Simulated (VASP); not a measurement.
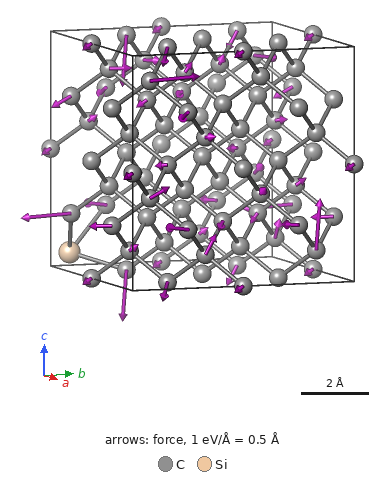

Starting geometry of a defect cell of composition SiC$_{62}$ (cell charge −1) with the computed forces as purple arrows. Style: ball-and-stick. Shown: the cell of the calculation, slightly off an axis.

The run lets the atoms move in a fixed cell.

All numbers below come from Kohn-Sham DFT of a periodic cell, PBE, VASP PAW PBE potentials, recommended in VASP.

Input file:
```
SYSTEM = SiC62
PREC = Accurate ; ENCUT = 420
EDIFF = 1E-6 ; ISMEAR = -2
LREAL = Auto ; LASPH = .True.
NELM = 80 ; ALGO = Normal
ISIF = 2 ; LWAVE = .False.
LCHARG = .False. ; ISPIN = 2
MAGMOM = 0.16 0 0.16 0 0.16 0 0 0 0 0 0 0 0 0 0 0 0 0 0 0 0 0 0 0 0 0.16 0 0 0 0 0 0 0 0 0 0 0 0 0 0 0 0 0 0.16 0 0 0 0 0 0 0 0 0 0.16 0 0 0 0 0 0 0 0 0 ; LORBIT = 11
GGA = PE ; IBRION = 2
NSW = 30 ; EDIFFG = -0.015
NELECT = 253 ; ISYM = 0
NBANDS = 144 ; FERWE = 127*1.0 17*0.0
FERDO = 123*1.0 1.0 0.0 1.0 1.0 17*0.0 ; LUSENCCL = .False.
```

Command:
```bash
cat potpaw_PBE.64/C/POTCAR potpaw_PBE.64/Si/POTCAR > POTCAR
mpirun -np 1 vasp_gam > vasp.out
```

### What follows when this structure is relaxed?

It isn't relaxed: the largest force vector, on C atoms, is 3.20 eV/Å. The final displacements follow the starting forces only in part (cosine between the two patterns 0.78). The largest moves, 0.11 Å, are those of C atoms. Si stays in place. The cell doesn't change. Among the contacts that change: C–C 1.547 → 1.511 Å, C–C 1.547 → 1.578 Å, C–Si 1.946 → 1.964 Å, C–C 1.547 → 1.534 Å. Bond angles that change, for instance: C–C–Si 131.5° → 125.2°, C–C–C 109.5° → 114.4°, C–Si–C 80.9° → 85.7°. Over 13 geometry steps the energy falls by 1.518 eV per cell of the calculation. The largest force component goes from 3.2 to 0.0079 eV/Å. At step 1 the optimiser overshot: the energy rose above the start, and later steps came back. It ran on 1 × NVIDIA H100 80GB with 1 thread of AMD EPYC 7R13 Processor (Zen 3), on a shared host.

Limits of the set-up: the periodic images lie only 7.1 Å apart, so the values are limited by the cell's size; the cell is charged, on a uniform background, and energies carry no finite-size correction.
